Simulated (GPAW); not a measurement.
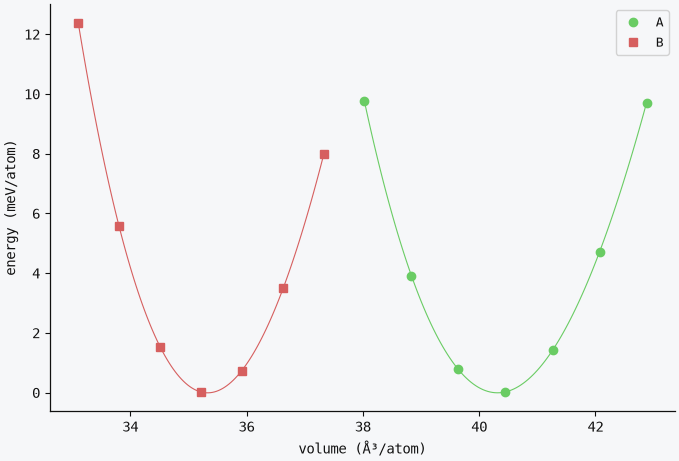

The figure compares two calculations of the energy against volume, each curve from its own zero. The first is for CsPbCl₃, space group Pm-3m (No. 221).

The cell holds 5 atoms.

Calculation (GPAW 26.7.0): PAW DFT in plane waves, on a grid or in atomic orbitals, no spin polarisation; energies at scaled volumes of the given cell, shape and fractions fixed, counted from the fit's minimum, third-order Birch-Murnaghan fit. Level: PBEsol.

| setting | value |
| --- | --- |
| k mesh | 5×5×5 |
| occupations | Fermi–Dirac |
| smearing width | 0.05 eV |
| potentials | PAW data sets made by gpaw setup for the functional |
| wave cutoff | 600 eV |
| program settings | basis pw |

In the second, Cl is replaced by Br on all its sites, which gives CsPbBr₃ in the same structure.

Which of A and B is the second calculation, and what did the change do?

Answer. A. The equilibrium volume rises from 35.33 to 40.32 Å³/atom (+14 %) and the bulk modulus falls from 25.1 to 21.5 GPa (−14 %).

For both, limits of the calculation: spin-orbit coupling left out, heavy elements.

V0 and the bulk modulus come from third-order Birch–Murnaghan fits.
